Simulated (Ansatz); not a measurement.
# Does disorder add resistance in series? Ag(111) layers with 25 % Os

Two lengths of the disordered region are known. What area resistance does the third give?

Set-up. Ansatz 0.2.0, plane waves with PAW datasets at their recommended cutoffs (420 eV for most), Fermi-Dirac smearing; ballistic transmission by layer matching. The area resistance is RA = A (h/2e²)(1/T − 1/N), with T the zone-mean transmission per spin and N the lead's channels, both averaged over a few energies near the Fermi level; for magnets each spin is taken apart, with h/e², and the two conduct in parallel. Lateral cell 2x2, PBE, a fresh random draw for each length.

The runs, with one result withheld:

| length (Å) | channels N | RA (fΩ m²) |
| --- | --- | --- |
| 9.44 | 3.297 | 2.18 |
| 18.9 | 3.266 | 3.67 |
| 28.3 | 3.266 | ? |

Worked fit:

Ohm's law makes RA linear in the length: the slope is (3.67 − 2.18)/(18.9 − 9.44) = 0.157 fΩ m² per Å, or 157 µΩ cm. Then 3.67 + 0.157 × 9.44. Predicted: 5.15 fΩ m².

**The withheld run.**

4.86 fΩ m², so the prediction is 6.0 % too high. The three lengths together give 141 µΩ cm. The two increments are 1.5 and 1.2 fΩ m², roughly as Ohm's law has it, though with one draw for each length that is a weak test.

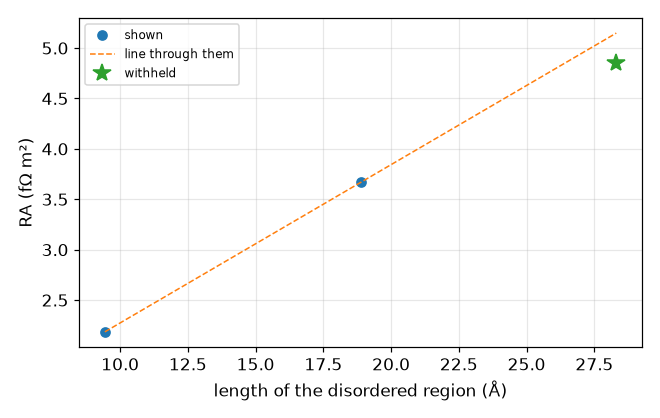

Area resistance against length.

Caveats: The scatterers repeat sideways with the small cell. The slope is a raw one; a model of isotropic scattering puts it 1.00 times the bulk value over these lengths. Atoms sit unrelaxed on the host's lattice, and the pair may not mix at random in practice. Spin-orbit coupling is left out, which matters for Os.
